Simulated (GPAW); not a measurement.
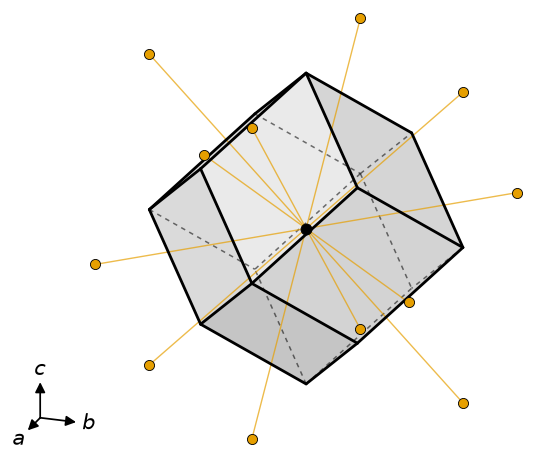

The Wigner–Seitz cell of the crystal's lattice, with lines to the lattice points that define its faces. Crystal: ZnSe, an entry of the Crystallography Open Database, as set up for an electronic-structure calculation. All values are computed from the atomic coordinates in the standard setting (tolerance 0.002 Å).

a = 5.668 Å, b = 5.668 Å, c = 5.668 Å, α = 90.00°, β = 90.00°, γ = 90.00°; space group No. 216, F-43m.

**Which of Fedorov's five parallelohedra is it?**

A rhombic dodecahedron: 12 faces (12 with 4 edges), 24 edges, 14 vertices. Its volume is that of the primitive cell, 45.5 Å³.

**Which lattice vectors do the faces bisect?**

| example | length (Å) | faces | edges of each | area (Å²) |
| --- | --- | --- | --- | --- |
| 1/2 a + 1/2 b | 4.01 | 12 | 4 | 5.7 |
